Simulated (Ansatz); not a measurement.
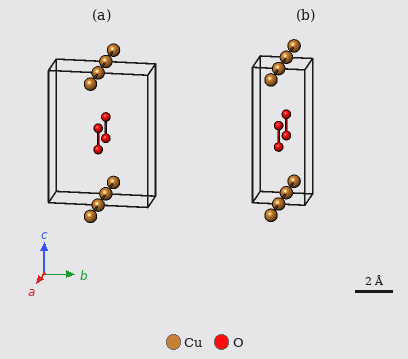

The structure of crystalline CuO₂ (set up in Pmmm) before (left) and after (right) a relaxation, at one scale.

A ball-and-stick model of the cell of the calculation, seen slightly off an axis.

Method: DFT PBE+D3(BJ), scalar-relativistic, plane waves, PAW in Ansatz.

The input:
```yaml
crystal:
  lattice:
    - [2.3703466282, 0.0, 0.0]
    - [0.0, 5.5606218924, 0.0]
    - [0.0, 0.0, 7.5633134059]
  atoms:
    - { symbol: Cu, position: [0.0, 0.5, 0.0] }
    - { symbol: O, position: [0.0, 0.5, 0.4193259222], spin: 0.37 }
    - { symbol: O, position: [0.0, 0.5, 0.5806740778], spin: 0.37 }
basis:
  ecutwfc: 420
kpoints:
  mp_grid: { grid: [18, 8, 6] }
hamiltonian:
  xc: pbe
  dispersion: d3bj
scf:
  occupations: { method: gaussian, width: 0.1 }
output:
  forces: true
  stress: true
  eigenvalues: true
  populations: true
magnetization:
  spin_polarized: true
relax:
  adjacent_minimum: "off"
  f_tol: 0.005
  max_steps: 80
  cell: { stress_tol: 0.05 }
```

Run as
```bash
ansatz run input.yaml --threads 2 --pin off --max-ram 5120MiB --backend cpu --events-out ev --progress --plain --runs-dir out
```

Question: Describe what moved and what it gained.

Answer: The run was cut off at its time limit before the relaxation converged, so the last structure is only a point on the way. The largest moves relative to the cell, 0.014 Å, are those of O2 and O3. O2 goes along +c. Cu stays in place. Cell: a 2.370 → 2.379 Å (+0.4 %), b 5.561 → 2.932 Å (−47.3 %), c 7.563 → 7.743 Å (+2.4 %). Volume −45.8 %. Near-neighbour distances that change, for instance: Cu1–Cu1 2.370 → 2.379 Å. The space group stays Pmmm (No. 47). The energy falls by 243 meV per atom in 11 geometry steps. Largest force component: 0.12 eV/Å at the start, 0.0096 eV/Å at the end. Pressure: −0.13 GPa at the start and −2.25 GPa at the end.
